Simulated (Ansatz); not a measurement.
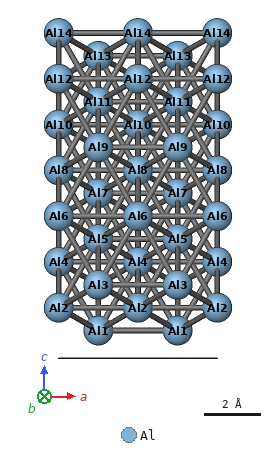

This is the input geometry for a relaxation of a slab of composition Al (cut from the Fm-3m phase). A ball-and-stick model of the 2 × 1 repeat of the cell, outlined in the plane, without the vacuum, seen along the b axis.

Case: (2 1 1) slab, atoms relaxed. The slab is the (2 1 1) face of Al.

Computed with DFT PBEsol, scalar-relativistic, plane waves, PAW in Ansatz.

Input
```yaml
crystal:
  lattice:
    - [2.839427007, 0.0, 0.0]
    - [0.0, 6.955147329, 0.0]
    - [0.0, 0.0, 25.6557356544]
  atoms:
    - { symbol: Al, position: [0.5, 0.6666666667, 0.2923322917] }
    - { symbol: Al, position: [0.0, 0.3333333333, 0.3242811699] }
    - { symbol: Al, position: [0.5, 0.0, 0.3562300481] }
    - { symbol: Al, position: [0.0, 0.6666666667, 0.3881789263] }
    - { symbol: Al, position: [0.5, 0.3333333333, 0.4201278045] }
    - { symbol: Al, position: [0.0, 0.0, 0.4520766827] }
    - { symbol: Al, position: [0.5, 0.6666666667, 0.4840255609] }
    - { symbol: Al, position: [0.0, 0.3333333333, 0.5159744391] }
    - { symbol: Al, position: [0.5, 0.0, 0.5479233173] }
    - { symbol: Al, position: [0.0, 0.6666666667, 0.5798721955] }
    - { symbol: Al, position: [0.5, 0.3333333333, 0.6118210737] }
    - { symbol: Al, position: [0.0, 0.0, 0.6437699519] }
    - { symbol: Al, position: [0.5, 0.6666666667, 0.6757188301] }
    - { symbol: Al, position: [0.0, 0.3333333333, 0.7076677083] }
basis:
  ecutwfc: 420
kpoints:
  mp_grid: { grid: [12, 5, 1] }
hamiltonian:
  xc: pbesol
scf:
  occupations: { method: gaussian, width: 0.1 }
output:
  forces: true
  eigenvalues: true
  write_density: true
  write_potential: true
  elf: true
  volumetric_format: npy
relax:
  adjacent_minimum: "off"
  f_tol: 0.02
  max_steps: 60
efield:
  axis: 3
  dipole_correction: true
  ramp_width: 0.04
```

Launched with:
```bash
ansatz run input.yaml --threads 1 --pin off --max-ram 2560MiB --backend cpu --events-out ev --progress --plain --runs-dir out
```

Predict the outcome.

The largest moves relative to the layer's centre, 0.10 Å, are those of Al3 and Al12. Al3 goes along the normal (−c). The cell stays as it was. Among the contacts that change: Al3–Al6 2.839 → 2.906 Å, Al10–Al12 2.839 → 2.896 Å, Al12–Al14 2.839 → 2.790 Å, Al11–Al12 2.839 → 2.887 Å. Over 2 geometry steps the energy falls by 35.6 meV per cell of the calculation. Largest force component: 0.24 eV/Å at the start, 0.011 eV/Å at the end.

After the run, drawn alike:

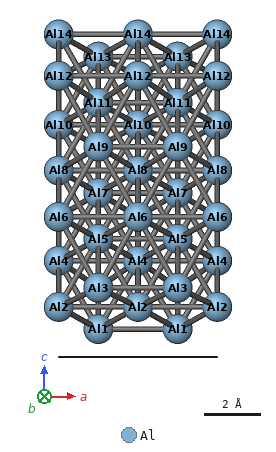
